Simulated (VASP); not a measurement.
# WS2 (Tungstenite): interstitial Li from one void to a neighbouring one, part 3 of 6

Wanted: the minimum-energy path in WS2 (Tungstenite) for this move: interstitial Li from one void to a neighbouring one. The start is a cell from a database of measured crystal structures.

VASP 6.6.1, plane waves and PAW; the level of theory is named at each step.

So far. Step 2 (Relax the host): An edge changed by 8 % against the database cell. Without a dispersion term, weakly bound directions of a crystal swell by this much or more. Step 3 (Relax the host again, on a new basis): The run ended after 15 ionic steps, 0.003 eV below its first step, once forces and stress met EDIFFG = -0.02.

The database entry behind the starting cell differs from later determinations by our own check (an axis about 1.4 % long against later determinations), so it need not match the best structure at ambient conditions.

### 4. Relax the start

This step: PBE, no spin polarisation; plane waves and PAW (W, S, Li) (VASP 6.6.1).

System of this step: Tungstenite. The cell holds 25 atoms: 8 W, 16 S and 1 Li. Its edges and angles: a = 6.365 Å, b = 6.365 Å, c = 13.812 Å, α = 90.0°, β = 90.0°, γ = 120.0°. It derives from WS2 (Tungstenite). Nearest the centre at fractional (0.000, 0.250, 0.000): Li25 at 1.57 Å, S13 at 2.08 Å, S19 at 2.11 Å, S15 at 3.08 Å, S18 at 3.08 Å, S16 at 3.08 Å, S17 at 3.09 Å, W5 at 3.56 Å. The cell carries charge +1.

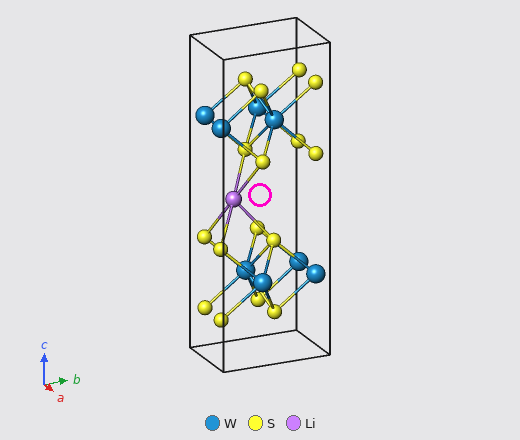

The cell of this step (tungsten blue, sulfur yellow, lithium purple). A ring marks the centre wherever it is empty.

A path needs two true minima; the start is relaxed with symmetry off.

This cell carries charge +1, set by NELECT and balanced by a uniform background.

Input file INCAR:

```
SYSTEM = LiW8S16
PREC = Normal
ENCUT = 280
EDIFF = 1E-05
NELM = 120
ISMEAR = 0
SIGMA = 0.05
LREAL = Auto
ALGO = Fast
GGA = PE
NELECT = 144
NBANDS = 90
LASPH = .TRUE.
LORBIT = 11
LWAVE = .FALSE.
LCHARG = .FALSE.
NCORE = 5
IBRION = 2
NSW = 60
ISIF = 2
EDIFFG = -0.05
POTIM = 0.4
MAXMIX = 40
ISYM = 0
```

Input file POSCAR:

```
LiW8S16
1.0
    6.3653693234      0.0000000000      0.0000000000
   -3.1826846616      5.5125715384      0.0000000000
    0.0000000000      0.0000000000     13.8121848871
W S Li
8 16 1
Direct
    0.3359096039      0.1696475554      0.7504784718
    0.3308811590      0.6699513618      0.7506463490
    0.8327003943      0.1687750042      0.7505278997
    0.8343090571      0.6667697845      0.7507916387
    0.1640572023      0.3327422845      0.2493018928
    0.1686202996      0.8334774479      0.2495765236
    0.6637433532      0.3324002216      0.2500117899
    0.6681481994      0.8380282885      0.2514577336
    0.3213881199      0.1598131927      0.3633011023
    0.3323943665      0.6674417785      0.3638688532
    0.8379703409      0.1626321765      0.3630074008
    0.8409248670      0.6690129509      0.3645142854
    0.1620619911      0.3273539998      0.8637966601
    0.1647827289      0.8288804131      0.8625648617
    0.6647264923      0.3299057075      0.8634118771
    0.6670312291      0.8334624427      0.8628210630
    0.3368154992      0.1698998834      0.1369104156
    0.3320896959      0.6693211529      0.1357197447
    0.8341513971      0.1627781459      0.1377699739
    0.8310050193      0.6621361172      0.1359913029
    0.1673315092      0.3343230396      0.6350236230
    0.1635493522      0.8340574401      0.6357699763
    0.6687844209      0.3360889239      0.6340583894
    0.6696875074      0.8377764392      0.6360150104
   -0.0011829837      0.0027291939      0.0003669898
```

Input file KPOINTS:

```
Automatic mesh
0
Gamma
2 2 1
0 0 0
```

PAW data sets: W, S and Li (PBE family, release 64).

The run is started by

```bash
$ mpirun -np 5 vasp_std
```

What it wrote:

```text
[banner, memory and clock lines left out]
running    5 mpi-ranks, on    1 nodes
 distrk:  each k-point on    5 cores,    1 groups
 distr:  one band on    5 cores,    1 groups

 POSCAR found type information on POSCAR W S Li
 POSCAR found :  3 types and      25 ions
 [... a notice as in an earlier step ...]

 LDA part: xc-table for (Slater+PW92), standard interpolation
 POSCAR, INCAR and KPOINTS ok, starting setup
 FFT: planning ... GRIDC
 FFT: planning ... GRID_SOFT
 FFT: planning ... GRID
 WAVECAR not read
 entering main loop
       N       E                     dE             d eps       ncg     rms          rms(c)
DAV:   1     0.533318071016E+03    0.53332E+03   -0.44221E+04   736   0.851E+02
DAV:   2    -0.156877393752E+03   -0.69020E+03   -0.66324E+03   966   0.217E+02
DAV:   3    -0.208226439973E+03   -0.51349E+02   -0.50793E+02   880   0.636E+01
DAV:   4    -0.210197927198E+03   -0.19715E+01   -0.19619E+01  1024   0.122E+01
DAV:   5    -0.210237177738E+03   -0.39251E-01   -0.39159E-01   912   0.188E+00BRMIX: very serious problems
 the old and the new charge density differ
 old charge density:   145.00000 new  144.00000
    0.850E+01
RMM:   6    -0.199003350423E+03    0.11234E+02   -0.46205E+01   754   0.143E+01    0.338E+01
RMM:   7    -0.198061030477E+03    0.94232E+00   -0.93897E+00   727   0.855E+00    0.181E+01
RMM:   8    -0.198324983012E+03   -0.26395E+00   -0.42763E+00   742   0.491E+00    0.485E+00
RMM:   9    -0.198259658745E+03    0.65324E-01   -0.90590E-01   767   0.275E+00    0.208E+00
RMM:  10    -0.198234831386E+03    0.24827E-01   -0.30581E-01   739   0.136E+00    0.253E+00
RMM:  11    -0.198241896629E+03   -0.70652E-02   -0.81092E-02   790   0.736E-01    0.476E-01
RMM:  12    -0.198241941869E+03   -0.45240E-04   -0.25009E-02   868   0.309E-01    0.285E-01
RMM:  13    -0.198241846116E+03    0.95753E-04   -0.34989E-03   852   0.119E-01    0.150E-01
RMM:  14    -0.198241877288E+03   -0.31172E-04   -0.70439E-04   851   0.566E-02    0.826E-02
RMM:  15    -0.198241881438E+03   -0.41507E-05   -0.12290E-04   766   0.271E-02    0.514E-02
RMM:  16    -0.198241875675E+03    0.57632E-05   -0.60333E-05   621   0.176E-02
   1 F= -.19824188E+03 E0= -.19824188E+03  d E =-.198242E+03
 curvature:   0.00 expect dE= 0.000E+00 dE for cont linesearch  0.000E+00
 trial: gam= 0.00000 g(F)=  0.410E+00 g(S)=  0.000E+00 ort = 0.000E+00 (trialstep = 0.100E+01)
 search vector abs. value=  0.410E+00
 bond charge predicted
       N       E                     dE             d eps       ncg     rms          rms(c)
DAV:   1    -0.198307528338E+03   -0.65647E-01   -0.31757E+01   744   0.145E+01    0.393E+00
RMM:   2    -0.198383824562E+03   -0.76296E-01   -0.89364E-01   720   0.298E+00    0.251E+00
RMM:   3    -0.198404365959E+03   -0.20541E-01   -0.22262E-01   795   0.128E+00    0.144E+00
RMM:   4    -0.198392250608E+03    0.12115E-01   -0.14706E-01   746   0.955E-01    0.755E-01
RMM:   5    -0.198387286748E+03    0.49639E-02   -0.22192E-02   723   0.516E-01    0.335E-01
RMM:   6    -0.198387989616E+03   -0.70287E-03   -0.10076E-02   868   0.199E-01    0.140E-01
RMM:   7    -0.198388037651E+03   -0.48035E-04   -0.14343E-03   903   0.740E-02    0.985E-02
RMM:   8    -0.198388027946E+03    0.97053E-05   -0.35604E-04   822   0.377E-02    0.489E-02
RMM:   9    -0.198388028399E+03   -0.45307E-06   -0.92297E-05   704   0.212E-02
   2 F= -.19838803E+03 E0= -.19838803E+03  d E =-.146153E+00
[... from here on, the cycles between the ionic steps are left out ...]
   3 F= -.19840098E+03 E0= -.19840098E+03  d E =-.159107E+00
   4 F= -.19842829E+03 E0= -.19842829E+03  d E =-.273100E-01
   5 F= -.19842920E+03 E0= -.19842920E+03  d E =-.282174E-01
   6 F= -.19843984E+03 E0= -.19843984E+03  d E =-.106357E-01
   7 F= -.19844010E+03 E0= -.19844010E+03  d E =-.109025E-01
   8 F= -.19844239E+03 E0= -.19844239E+03  d E =-.228227E-02
   9 F= -.19844319E+03 E0= -.19844319E+03  d E =-.308291E-02
 curvature:  -1.31 expect dE=-0.120E-02 dE for cont linesearch -0.151E-05
 trial: gam= 0.31995 g(F)=  0.920E-03 g(S)=  0.000E+00 ort =-0.643E-04 (trialstep = 0.125E+01)
 search vector abs. value=  0.124E-02
 bond charge predicted
       N       E                     dE             d eps       ncg     rms          rms(c)
DAV:   1    -0.198443339526E+03   -0.15443E-03   -0.10950E-01   752   0.855E-01    0.235E-01
RMM:   2    -0.198443935390E+03   -0.59586E-03   -0.54099E-03   720   0.218E-01    0.363E-01
RMM:   3    -0.198443973573E+03   -0.38183E-04   -0.12828E-03   763   0.102E-01    0.173E-01
RMM:   4    -0.198443801839E+03    0.17173E-03   -0.25049E-04   736   0.459E-02    0.136E-01
RMM:   5    -0.198443754049E+03    0.47790E-04   -0.16700E-04   717   0.293E-02    0.996E-02
RMM:   6    -0.198443741037E+03    0.13013E-04   -0.11670E-04   733   0.251E-02    0.385E-02
RMM:   7    -0.198443743736E+03   -0.26989E-05   -0.48824E-05   590   0.172E-02
  10 F= -.19844374E+03 E0= -.19844374E+03  d E =-.558100E-03
 trial-energy change:   -0.000558  1 .order   -0.000552   -0.001128    0.000024
 step:   1.2283(harm=  1.2283)  dis= 0.00328  next Energy=  -198.443738 (dE=-0.552E-03)
 reached required accuracy - stopping structural energy minimisation
```

The job ended after 92 s (5 MPI ranks of Intel Xeon Platinum 8259CL at 2.50GHz (Skylake/Cascade Lake), shared host; peak memory 0.66 GiB).

OUTCAR, selected parts (step 4):

```text
NELECT = 144

 ion  position               nearest neighbor table
   1  0.336  0.170  0.750-  15 2.39  13 2.41  21 2.43  14 2.43  22 2.44  23 2.44   2 3.16   3 3.17
                             4 3.17   4 3.20   3 3.20   2 3.20
   2  0.331  0.670  0.751-  14 2.37  16 2.42  22 2.42  21 2.44  24 2.45  13 2.45   4 3.15   1 3.16
                             3 3.18   3 3.18   1 3.20   4 3.21
   3  0.833  0.169  0.751-  15 2.39  13 2.40  16 2.41  24 2.41  23 2.43  21 2.44   4 3.16   1 3.17
                             2 3.18   2 3.18   1 3.20   4 3.20
   4  0.834  0.667  0.751-  14 2.39  16 2.40  22 2.41  15 2.42  23 2.43  24 2.44   2 3.15   3 3.16
                             1 3.17   1 3.20   3 3.20   2 3.21
   5  0.164  0.333  0.249-  19 2.38  11 2.39   9 2.41  17 2.42  18 2.43  10 2.43   8 3.15   6 3.17
                             7 3.18   7 3.18   6 3.19   8 3.21
   6  0.169  0.833  0.250-   9 2.39  18 2.39  12 2.40  10 2.41  17 2.42  20 2.43   7 3.16   8 3.17
                             5 3.17   5 3.19   8 3.20   7 3.20
   7  0.664  0.332  0.250-  17 2.39  20 2.41  19 2.43  12 2.44   9 2.45  11 2.46   8 3.16   6 3.16
                             5 3.18   5 3.18   6 3.20   8 3.20
   8  0.668  0.838  0.251-  11 2.36  19 2.38  10 2.42  18 2.45  12 2.45  20 2.46   5 3.15   7 3.16
                             6 3.17   6 3.20   7 3.20   5 3.21
   9  0.321  0.160  0.363-   6 2.39   5 2.41   7 2.45
  10  0.332  0.667  0.364-   6 2.41   8 2.42   5 2.43
  11  0.838  0.163  0.363-   8 2.36   5 2.39   7 2.46
  12  0.841  0.669  0.365-   6 2.40   7 2.44   8 2.45
  13  0.162  0.327  0.864-   3 2.40   1 2.41   2 2.45  25 2.60
  14  0.165  0.829  0.863-   2 2.37   4 2.39   1 2.43  25 2.67
  15  0.665  0.330  0.863-   1 2.39   3 2.39   4 2.42
  16  0.667  0.833  0.863-   4 2.40   3 2.41   2 2.42  25 2.64
  17  0.337  0.170  0.137-   7 2.39   5 2.42   6 2.42  25 2.65
  18  0.332  0.669  0.136-   6 2.39   5 2.43   8 2.45
  19  0.834  0.163  0.138-   8 2.38   5 2.38   7 2.43  25 2.61
  20  0.831  0.662  0.136-   7 2.41   6 2.43   8 2.46  25 2.65
  21  0.167  0.334  0.635-   1 2.43   3 2.44   2 2.44
  22  0.164  0.834  0.636-   4 2.41   2 2.42   1 2.44
  23  0.669  0.336  0.634-   3 2.43   4 2.43   1 2.44
  24  0.670  0.838  0.636-   3 2.41   4 2.44   2 2.45
  25  0.999  0.003  0.000-  13 2.60  19 2.61  16 2.64  17 2.65  20 2.65  14 2.67

 Found      4 irreducible k-points:

   k-points           NKPTS =      4   k-points in BZ     NKDIM =      4   number of bands    NBANDS=     90

   dimension x,y,z NGX =    28 NGY =   28 NGZ =   60
   dimension x,y,z NGXF=    56 NGYF=   56 NGZF=  120

   ENCUT  =  280.0 eV  20.58 Ry    4.54 a.u.   8.68  8.68 18.85*2*pi/ulx,y,z

 E-fermi :   5.0790

 k-point     1 :       0.0000    0.0000    0.0000
  band No.  band energies     occupation
    ...
     68       3.6290      2.00000
     69       3.6295      2.00000
     70       3.6519      2.00000
     71       4.1712      2.00000
     72       4.8282      2.00000
     73       7.3377      0.00000
     74       7.3393      0.00000
     75       7.3575      0.00000
     76       7.3590      0.00000
     77       7.3908      0.00000
    ...

 k-point     2 :       0.5000    0.0000    0.0000
  band No.  band energies     occupation
    ...
     68       3.7378      2.00000
     69       3.9351      2.00000
     70       3.9612      2.00000
     71       3.9620      2.00000
     72       3.9798      2.00000
     73       6.4999      0.00000
     74       6.5347      0.00000
     75       6.7331      0.00000
     76       6.7584      0.00000
     77       6.9864      0.00000
    ...

  Total      -10.7205669    -10.7536313    -11.1232218     -0.0134413     -0.1170870     -0.0101210
  in kB      -35.4395422    -35.5488450    -36.7706198     -0.0444335     -0.3870607     -0.0334574
  external PRESSURE =     -35.9196690 kB  Pullay stress =       0.0000000 kB

  energy-cutoff  :      280.00
  volume of cell :      484.66
      direct lattice vectors                 reciprocal lattice vectors
     6.365369323  0.000000000  0.000000000     0.157100075  0.090701771  0.000000000
    -3.182684662  5.512571538  0.000000000     0.000000000  0.181403542  0.000000000
     0.000000000  0.000000000 13.812184887     0.000000000  0.000000000  0.072399842

 POSITION                                       TOTAL-FORCE (eV/Angst)
 -----------------------------------------------------------------------------------
      1.59259      0.92214     10.34863        -0.002577      0.019244      0.002026
     -0.00377      3.67703     10.36671        -0.001525      0.003542     -0.011126
      4.76608      0.92338     10.34847        -0.001742     -0.002620     -0.004167
      3.17901      3.67155     10.34857        -0.005311     -0.000083      0.001748
     -0.00012      1.84033      3.46047         0.011480      0.007611      0.004223
     -1.58655      4.58888      3.46001         0.003419     -0.010220      0.013250
      3.18368      1.83328      3.44362        -0.018723      0.025145     -0.008156
      1.58842      4.58763      3.46056        -0.006971     -0.005080      0.008141
      1.59687      0.91994      5.01911         0.013284      0.001577      0.003241
     -0.00050      3.67330      5.03098         0.012189     -0.006225      0.006808
      4.76973      0.91854      5.01933        -0.014259      0.002636      0.004138
      3.18414      3.66463      5.01987        -0.007934     -0.005816     -0.005775
     -0.00311      1.83285     11.91962         0.002883     -0.009298     -0.011670
     -1.60264      4.60002     11.92069         0.007593     -0.007974     -0.015187
      3.17971      1.83998     11.91813        -0.007911     -0.007024     -0.011580
      1.59427      4.60065     11.92023         0.001080     -0.014866     -0.017771
      1.58360      0.91190      1.88940         0.017700      0.009735      0.009777
      0.00104      3.67324      1.89118        -0.000899     -0.008013      0.003238
      4.78104      0.91151      1.89031        -0.004419      0.003356      0.002822
      3.18468      3.67886      1.88918        -0.009310     -0.005728      0.014757
     -0.00344      1.84554      8.78982         0.002992      0.010245      0.007143
     -1.58911      4.59089      8.78960         0.007658      0.003983      0.004718
      3.17905      1.83853      8.77762         0.000352      0.002103      0.000628
      1.58156      4.59163      8.78944        -0.005077     -0.000253      0.010087
      6.35159      0.01135      0.00296         0.006026     -0.005978     -0.011314
 -----------------------------------------------------------------------------------
    total drift:                                0.002553      0.000272      0.012008

  FREE ENERGIE OF THE ION-ELECTRON SYSTEM (eV)
  ---------------------------------------------------
  free  energy   TOTEN  =      -198.4437437358 eV

  energy  without entropy=     -198.4437437358  energy(sigma->0) =     -198.44374374

 total charge
# of ion       s       p       d       tot
------------------------------------------
    1        0.560   0.696   4.311   5.566
    2        0.555   0.690   4.304   5.550
    3        0.560   0.696   4.311   5.567
    4        0.560   0.696   4.311   5.566
    5        0.560   0.696   4.312   5.568
    6        0.560   0.697   4.312   5.568
    7        0.555   0.690   4.305   5.550
    8        0.560   0.696   4.311   5.567
    9        1.362   2.349   0.000   3.711
   10        1.362   2.350   0.000   3.712
   11        1.362   2.349   0.000   3.711
   12        1.362   2.349   0.000   3.711
   13        1.346   2.391   0.000   3.738
   14        1.347   2.390   0.000   3.737
   15        1.358   2.362   0.000   3.720
   16        1.346   2.391   0.000   3.738
   17        1.347   2.391   0.000   3.738
   18        1.358   2.362   0.000   3.720
   19        1.346   2.392   0.000   3.739
   20        1.347   2.391   0.000   3.737
   21        1.362   2.349   0.000   3.711
   22        1.362   2.349   0.000   3.711
   23        1.362   2.350   0.000   3.712
   24        1.362   2.349   0.000   3.711
   25        0.060   0.099   0.000   0.159
--------------------------------------------------
tot         26.217  43.522  34.476 104.216

[... 1 part as in an earlier step ...]

[... 4 further parts left out ...]
```

The steps of the relaxation:

| step | energy less that of the first step (eV) | largest force (eV/Å) |
| --- | --- | --- |
| 1 | 0.0000 | 1.3768 |
| 2 | -0.1462 | 0.6348 |
| 3 | -0.1591 | 0.4864 |
| 4 | -0.1864 | 0.2356 |
| 5 | -0.1873 | 0.2547 |
| 6 | -0.1980 | 0.0958 |
| 7 | -0.1982 | 0.1070 |
| 8 | -0.2005 | 0.0719 |
| 9 | -0.2013 | 0.0625 |
| 10 | -0.2019 | 0.0324 |

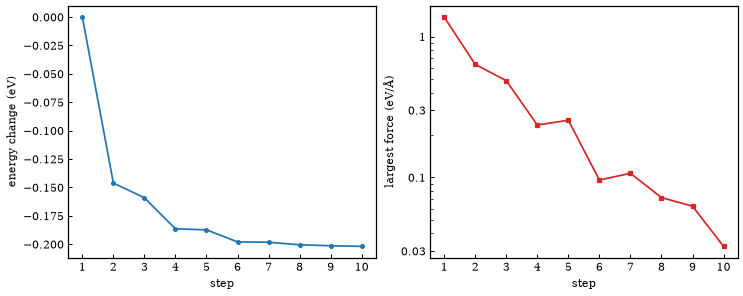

Energy and largest force along the relaxation.

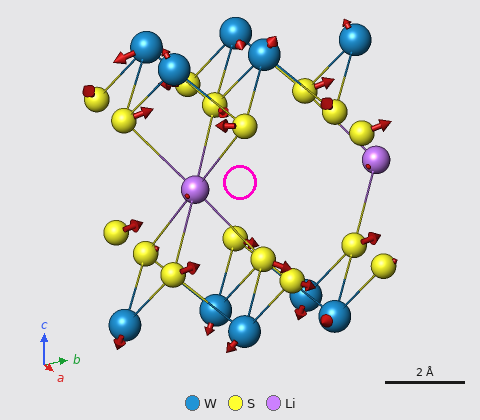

Displacements in the relaxation near the centre, exaggerated; the longest in the cell stands for 0.07 Å. A ring marks the centre wherever it is empty. Bonds to atoms that aren't drawn are left out.

The atoms that moved most (Å):

| atom | dx | dy | dz | length |
| --- | --- | --- | --- | --- |
| S9 | 0.060 | 0.039 | 0.001 | 0.071 |
| S11 | -0.047 | 0.022 | 0.005 | 0.052 |
| S12 | -0.039 | -0.023 | -0.015 | 0.048 |
| W8 | 0.003 | -0.032 | -0.013 | 0.035 |
| S14 | -0.013 | 0.031 | 0.007 | 0.034 |
| S17 | -0.020 | -0.025 | -0.002 | 0.032 |
| S13 | 0.007 | 0.028 | -0.011 | 0.031 |
| S24 | -0.015 | -0.027 | 0.005 | 0.031 |

The relaxed structure:

```
W S Li
1.0
     6.36537    0.00000    0.00000
    -3.18268    5.51257    0.00000
     0.00000    0.00000   13.81218
W S Li
8 16 1
Direct
  0.33384 0.16728 0.74924
  0.33292 0.66703 0.75055
  0.83250 0.16750 0.74923
  0.83244 0.66603 0.74923
  0.16690 0.33384 0.25054
  0.16697 0.83244 0.25050
  0.66644 0.33256 0.24932
  0.66565 0.83221 0.25054
  0.33431 0.16688 0.36338
  0.33310 0.66635 0.36424
  0.83264 0.16663 0.36340
  0.83262 0.66478 0.36344
  0.16575 0.33249 0.86298
  0.16545 0.83446 0.86306
  0.66642 0.33378 0.86287
  0.66775 0.83457 0.86302
  0.33149 0.16542 0.13679
  0.33333 0.66634 0.13692
  0.83378 0.16535 0.13686
  0.83399 0.66736 0.13678
  0.16685 0.33479 0.63638
  0.16675 0.83280 0.63637
  0.66619 0.33352 0.63550
  0.66493 0.83294 0.63635
  0.99886 0.00206 0.00021
```

A gap read on the k-mesh alone can miss the band edges.

This step gave:

```yaml
electronic_steps: 82
electrons: 144
free_energy_toten: -198.4437 eV
fermi_energy: 5.079 eV
gap_on_the_k_mesh: 1.672 eV
least_direct_gap_on_the_k_mesh: 2.510 eV
```

The run ended after 10 ionic steps, 0.202 eV below its first step, once the forces on the free atoms met EDIFFG = -0.05.

[end of part 3 of 6]

[Lines on the potential files, build, host, timing and source positions are cut from VASP's logs without a mark.]

[Logs are printed without paths, hosts, clocks, repeated set-up lines and the standing remarks that a program may print on its own settings, such as how far it seeks lower states.]

[Hosts, paths, dates, database ids (printed as entryN), source tags and the programs' standing remarks are cut or masked in the printed files.]

[Runs that stopped without an error message from VASP are left out.]
